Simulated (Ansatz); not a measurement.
The calculation's input:

```
crystal:
  lattice:
    - [2.9379988584, 0.0, 0.0]
    - [-1.4689994292, 2.5443816477, 0.0]
    - [0.0, 0.0, 2.883]
  atoms:
    - { symbol: Ta, position: [0.3483076872, 0.6966153744, 0.5224615308] }
    - { symbol: "N", position: [0.0, 0.0, 0.0] }
basis:
  ecutwfc: 500
kpoints:
  mp_grid: { grid: [18, 18, 16] }
hamiltonian:
  xc: r2scan
scf:
  occupations: { method: gaussian, width: 0.15 }
output:
  forces: true
  stress: true
  eigenvalues: true
  write_density: true
  write_potential: true
  elf: true
  volumetric_format: npy
```

Command:

```sh
ansatz run input.yaml --threads 1 --pin off --max-ram 2560MiB --backend cpu --events-out ev --progress --plain --runs-dir out
```

Below, planes, directions and counts refer to the conventional cell (a = 5.09 Å, b = 2.94 Å, c = 2.88 Å, α = 90.00°, β = 90.00°, γ = 90.00°).

Space group Cm; changed on purpose from its base cell (all Ta atoms moved -0.100 Å, as atom 1 towards its neighbour atom 2 (N) at 2.226 A); not relaxed (largest force 1.4 eV/Å).

Method: DFT r2SCAN, scalar-relativistic, plane waves, PAW (Ansatz 0.2.0).

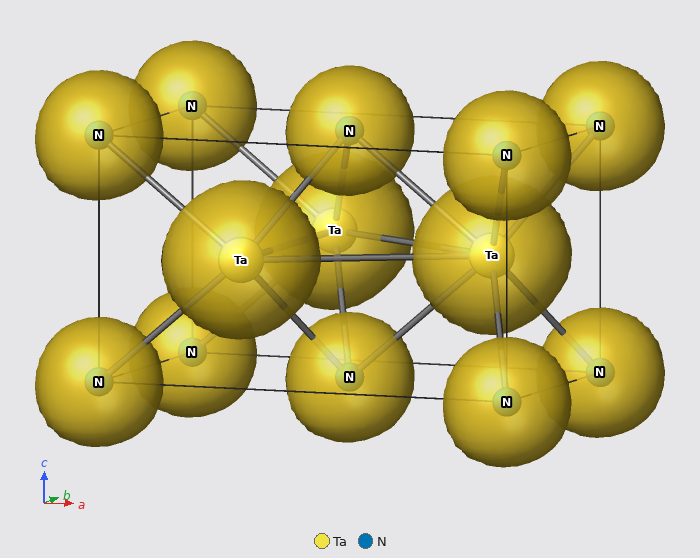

TaN. Isosurface of the valence electron density at 1 e/Å³ (yellow), seen slightly off an axis. Sticks mark near contacts.

> How is the density connected at this value?

At this value the density breaks into separate islands; it holds about 65 % of the electrons treated as valence (semicore included). It bridges none of the near contacts. It is pinched off along the sampled Ta–N (2.16 Å), Ta–Ta (2.88 Å), Ta–N (2.24 Å) and Ta–N (2.33 Å) contacts. On the grid the lowest density along these lines, outside the cores, is 0.62 e/Å³ (Ta–N, 2.16 Å), 0.29 e/Å³ (Ta–Ta, 2.88 Å), 0.51 e/Å³ (Ta–N, 2.24 Å) and 0.43 e/Å³ (Ta–N, 2.33 Å).

> Does the calculation make it a metal, or give it a gap?

It is gapless in this calculation (a metal or semimetal); semilocal functionals without U, or without the true magnetic order, often close the gap of such compounds.
